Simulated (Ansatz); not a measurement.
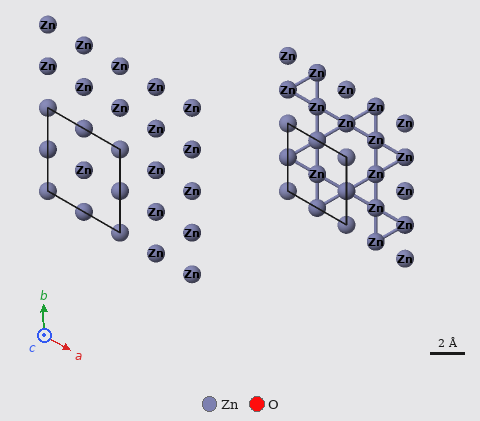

Two geometries of solid Zn₅O (a generated structure, set up in P6mm) (coarse preliminary run), drawn at one scale. One is the start of a relaxation, the other its converged end. A ball-and-stick model of the cell of the calculation, repeated 2 × 2 × 1 with one cell outlined, seen along the c axis.

These are results of DFT PBE, scalar-relativistic, plane waves, PAW (Ansatz 0.2.0), not measurements. Settings: plane-wave cutoff 420 eV; k-point mesh 6 × 6 × 4; occupations gaussian; smearing width 0.1 eV; no spin polarisation; cell and atoms relaxed; force threshold 0.04 eV/Å; at most 70 steps.

### Which geometry has the lower energy?

The left one is the relaxed one. After 9 accepted moves (11 points after the start) the energy has fallen by 1481 meV per atom. Largest force component: 13 eV/Å at the start, 0.016 eV/Å at the end. The pressure goes from 69.91 to −0.04 GPa. The SCF was repeated twice at an unchanged geometry on a basis and grid sized afresh for the cell, which shifted the energy by 73.1 meV per atom at most. The largest move relative to the cell is that of a Zn atom, 0.40 Å along +c. By element the largest moves are Zn 0.40 Å, O 0.32 Å. The volume changes by +51.1 %, with a = b 4.053 → 4.990 Å (+23.1 %), c 6.217 → 6.199 Å (−0.3 %). Among the contacts that change: Zn–Zn 2.281 → 2.817 Å, Zn–Zn 2.026 → 2.495 Å, O–Zn 1.491 → 1.791 Å, O–Zn 1.721 → 1.792 Å. The space group (tolerance 0.01 Å) goes from P6mm (No. 183) to P6/mmm (No. 191). Cost: 3.5 min on 1 thread of Intel(R) Xeon(R) Processor @ 2.50GHz (Skylake/Cascade Lake) (shared host), peak memory 0.43 GiB.

Limits of the set-up: layers or molecules are held without a dispersion correction, so their spacing is unreliable.
